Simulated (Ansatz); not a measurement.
**TiAl: a failed or faulty run and its cure**

System: TiAl (slab, 12 atoms in the cell).
Method of the first run: DFT, PBE, plane waves, PAW, PAW set soft_1 (Ansatz 0.2.0).

The structure derives from an entry of the Crystallography Open Database. Text and figures count atoms from 1; the logs count them from 0 in places.

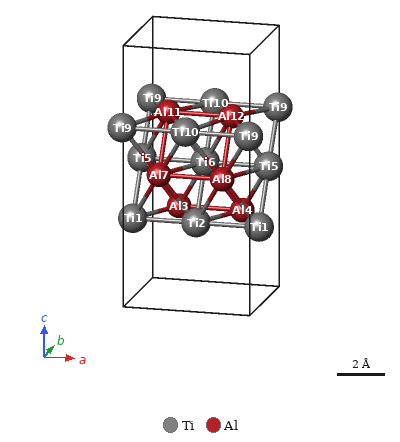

Fig. 1: The structure as given in the input (ball-and-stick view of the cell of the calculation, with the vacuum cut short, seen slightly off an axis; atoms are numbered from 1 in the order of the input). An atom can appear more than once, as a periodic image.

### Input, the first run
```yaml
crystal:
  lattice:
    - [5.6437148484, 0.0, 0.0]
    - [0.0, 4.9580382204, 0.0]
    - [0.0, 0.0, 20.1871502218]
  atoms:
    - { symbol: Ti, position: [0.0, 0.32392942, 0.198145848] }
    - { symbol: Ti, position: [0.5, 0.32392942, 0.198145848] }
    - { symbol: Al, position: [0.25, 0.82392942, 0.198145848] }
    - { symbol: Al, position: [0.75, 0.82392942, 0.198145848] }
    - { symbol: Ti, position: [0.0, 0.6376472267, 0.31235486] }
    - { symbol: Ti, position: [0.5, 0.6376472267, 0.31235486] }
    - { symbol: Al, position: [0.25, 0.1401678715, 0.3113266791] }
    - { symbol: Al, position: [0.75, 0.1401678715, 0.3113266791] }
    - { symbol: Ti, position: [0.0, 0.9594831185, 0.4225709841] }
    - { symbol: Ti, position: [0.5, 0.9594831185, 0.4225709841] }
    - { symbol: Al, position: [0.25, 0.4565330409, 0.4303306869] }
    - { symbol: Al, position: [0.75, 0.4565330409, 0.4303306869] }
basis:
  ecutwfc: 420
kpoints:
  mp_grid: { grid: [5, 6, 1] }
hamiltonian:
  xc: pbe
  pseudopotentials: { kind: paw, azcp: { folder: soft_1 } }
scf:
  max_iter: 100
output:
  forces: true
  eigenvalues: true
efield:
  axis: 3
  dipole_correction: true
  ramp_width: 0.04
```

Launched with:
```bash
ansatz run input.yaml --threads 4 --pin off --max-ram 12288MiB --backend cpu --events-out ev --progress --plain --runs-dir out
```

Hardware: 4 threads of AMD EPYC (Zen 5), 32 GiB of memory available, shared host.

### Output (the first run)
```
Error: YAML parse error: `scf.occupations.method` is required: fixed only where the cell keeps a band gap throughout the run, explicit beside scf.occupations.values (under evaluate: without them), else a smearing such as fermi_dirac (scf.occupations.width is optional; its entry in the input reference gives the default)
```

> What went wrong, and how is the input to be mended?

A setting was made wrong on purpose: no occupation method (`scf.occupations`). The program refused the input: “YAML parse error: `scf.occupations.method` is required: fixed only where the cell keeps a band gap throughout the run, explicit beside scf.occupations.values (under evaluate: without them), else a smearing such as fermi_dirac (scf.occupations.width is optional; its entry in the input reference gives the default)”

A run of the same system that converges differs from this input as follows (lines with − go, lines with + come):
```diff
-  max_iter: 100
+  occupations: { method: gaussian, width: 0.1 }
```

### Output, shortened to warnings, some set-up lines, iterations and results (the second run)
```
Basis set: ecut = 420 eV, 11073 PW (Γ), exchange–correlation on 80×72×270 points (8 copies of the dense FFT grid, shifted against one another)
Symmetry: 4 space group operations
k-points: 12 of 30 (time reversal used)
Initial density: superposition of atomic densities (neutral atoms: chi_scale 0, normalization atom)
[...]
SCF iter   1: F=—  HF=-18228.054396 eV  |F-HF|=—  |Δ(HF+E_count)|=         —  Δρ=3.79e-2  dr2=5.25e1  ethr=3.10e-3  p=-0.000 e·Å  D=-2.72e-7 V/Å  ΔV_dip=0.00 eV  …
SCF iter   2: F=—  HF=-18224.106590 eV  |F-HF|=—  |Δ(HF+E_count)|=    3.95e0  Δρ=3.64e-2  dr2=3.89e1  ethr=3.10e-3  p=0.003 e·Å  D=9.06e-4 V/Å  ΔV_dip=-0.02 eV  …
SCF iter   3: F=—  HF=-18222.114977 eV  |F-HF|=—  |Δ(HF+E_count)|=    1.99e0  Δρ=8.76e-3  dr2=2.22e0  ethr=3.10e-3  p=0.001 e·Å  D=2.72e-4 V/Å  ΔV_dip=-0.01 eV  …
SCF iter   4: F=—  HF=-18221.959274 eV  |F-HF|=—  |Δ(HF+E_count)|=   1.56e-1  Δρ=2.63e-3  dr2=8.86e-2  ethr=2.47e-3  p=-0.015 e·Å  D=-4.68e-3 V/Å  ΔV_dip=0.09 eV  …
SCF iter   5: F=—  HF=-18221.952535 eV  |F-HF|=—  |Δ(HF+E_count)|=   6.74e-3  Δρ=1.62e-3  dr2=4.47e-2  ethr=9.84e-5  p=-0.017 e·Å  D=-5.58e-3 V/Å  ΔV_dip=0.11 eV  …
SCF iter   6: F=—  HF=-18221.954740 eV  |F-HF|=—  |Δ(HF+E_count)|=   2.21e-3  Δρ=7.88e-4  dr2=1.26e-2  ethr=4.97e-5  p=-0.017 e·Å  D=-5.30e-3 V/Å  ΔV_dip=0.11 eV  …
SCF iter   7: F=—  HF=-18221.954916 eV  |F-HF|=—  |Δ(HF+E_count)|=   1.75e-4  Δρ=2.63e-4  dr2=9.94e-4  ethr=1.40e-5  p=-0.016 e·Å  D=-5.20e-3 V/Å  ΔV_dip=0.10 eV  …
SCF iter   8: F=—  HF=-18221.955058 eV  |F-HF|=—  |Δ(HF+E_count)|=   1.43e-4  Δρ=6.91e-5  dr2=2.40e-5  ethr=1.10e-6  p=-0.016 e·Å  D=-5.00e-3 V/Å  ΔV_dip=0.10 eV  …
SCF iter   9: F=—  HF=-18221.955160 eV  |F-HF|=—  |Δ(HF+E_count)|=   1.02e-4  Δρ=2.53e-5  dr2=2.76e-6  ethr=2.66e-8  p=-0.015 e·Å  D=-4.93e-3 V/Å  ΔV_dip=0.10 eV  …
SCF iter  10: F=—  HF=-18221.955165 eV  |F-HF|=—  |Δ(HF+E_count)|=   4.66e-6  Δρ=9.73e-6  dr2=2.95e-7  ethr=3.07e-9  p=-0.015 e·Å  D=-4.91e-3 V/Å  ΔV_dip=0.10 eV  …
SCF iter  11: F=-18221.955166 eV  HF=-18221.955166 eV  |F-HF|=8.89e-8  |Δ(HF+E_count)|=   9.97e-7  Δρ=3.02e-6  dr2=4.46e-8  ethr=1.11e-10  p=-0.015 e·Å  D=-4.89e-3 V/Å  …
SCF 1 converged in 11 iterations: F = -18221.955166 eV  dr2 = 4.46e-8
SCF converged after 11 iterations
Free energy (F): -18221.955166 eV
Harris-Foulkes:  -18221.955166 eV  (|F-HF|=8.89e-8)
Internal energy: -18221.883016 eV  (E = F + TS)
E sigma→0 (E₀):  -18221.919091 eV
Entropy (-TS):   -0.072150 eV (-6.013 meV/atom)
Fermi energy:    1.100740 eV
Dipole field:    D = -0.004932 V/Å  (p = -0.015395 e·Å, saw-weighted, corrected)
Work function:   Φ+ = 4.2823 eV   Φ− = 4.1828 eV
Levels:          The Fermi level and band energies are counted from a zero that moves with the ramp; work functions are not
--- Per-component energies (eV) ---
  E_band       = -1873.137057
  E_kinetic    = 1814.255529
  E_local      = -46654.365283  (includes V_loc(G=0)·N_el)
  E_nonlocal   = 429.364153
  E_hartree    = 22321.003815
  E_xc         = -916.822888
  E_vxc        = -1039.156244  (∫ρ·V_xc dr)
  E_paw        = -9071.273053  (= ΣΔE_a)
  E_vpaw       = -1065.212713  (= ΣTr[D̂ρ^β])
  E_aug_tail   = -0.000492  (compensation charges beyond the density's cutoff)
  E_efield     = 0.000038  (sawtooth field / dipole correction)
  E_vefield    = -0.024705  (∫n·V_field dr)
  E_ewald      = 13855.955165
  E_smearing   = -0.072150  (= −TS)
  E_closure    = -0.000000  (closes the sum)
  Σ components = -18221.955166   (vs F -18221.955166, Δ=0.00e0)
--- Forces (eV/Å), atoms counted from 1 ---
  atom   1  Ti     0.00000000    -0.00500169     0.30351016
  atom   2  Ti     0.00000000    -0.00500169     0.30351016
  atom   3  Al     0.00000000     0.00417240    -0.30299879
  atom   4  Al     0.00000000     0.00417240    -0.30299879
  atom   5  Ti     0.00000000    -0.00050585     0.00176279
  atom   6  Ti     0.00000000    -0.00050585     0.00176279
  atom   7  Al     0.00000000     0.00057357    -0.00027272
  atom   8  Al     0.00000000     0.00057357    -0.00027272
  atom   9  Ti     0.00000000     0.00193782    -0.00179145
  atom  10  Ti     0.00000000     0.00193782    -0.00179145
  atom  11  Al     0.00000000    -0.00117618    -0.00017699
  atom  12  Al     0.00000000    -0.00117618    -0.00017699
  max |Σ_I F_I| component: 6.60e-5 eV/Å
```

### The two runs side by side

| quantity | the first run | the second run |
| --- | --- | --- |
| outcome | refused | converged |
| free energy per atom (eV) | – | −1518.4963 |
| gap on the mesh (eV) | – | 0.00 |
| work function (eV) | – | 4.28 |
| largest force (eV/Å) | – | 0.304 |
| SCF iterations | – | 11 |
| irreducible k-points | – | 12 |
| plane waves at Γ | – | 11073 |
